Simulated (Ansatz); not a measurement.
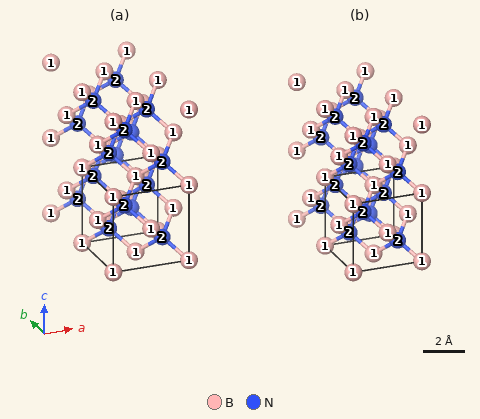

The structure of solid BN (a generated structure, set up in F-43m) (coarse preliminary run) before (left) and after (right) a relaxation, at one scale.

Style: ball-and-stick. Shown: the conventional cell (4 times the calculation's cell), repeated 1 × 2 × 2 with one cell outlined, from a free direction. Lengths and directions refer to the drawn axes.

Case: P → N on all its sites, cell and atoms relaxed.

All numbers below come from Ansatz 0.2.0, DFT PBE, scalar-relativistic, plane waves, PAW. Set-up: plane-wave cutoff 420 eV; k-point mesh 8 × 8 × 8; occupations gaussian; smearing width 0.1 eV; no spin polarisation; cell and atoms relaxed; force threshold 0.05 eV/Å; at most 60 steps.

**Describe what moved and what it gained.**

Over 5 accepted moves (7 points after the start) the energy falls by 0.998 eV per cell of the calculation. All forces vanish by symmetry, so only the cell relaxes. The pressure goes from −62.53 to 0.01 GPa. At 2 points the geometry stayed and the basis and grid were re-selected for the new cell (energy shift of 6.6 meV per cell of the calculation at most each time). The atoms keep their places relative to the cell (all moves are under 0.005 Å). The volume changes by −25.4 %, with a = b = c 3.996 → 3.625 Å (−9.3 %). Near-neighbour distances that change, for instance: B1–N2 1.730 → 1.570 Å. The space group stays F-43m (No. 216). The run took of the order of 6 core-seconds on a shared host.
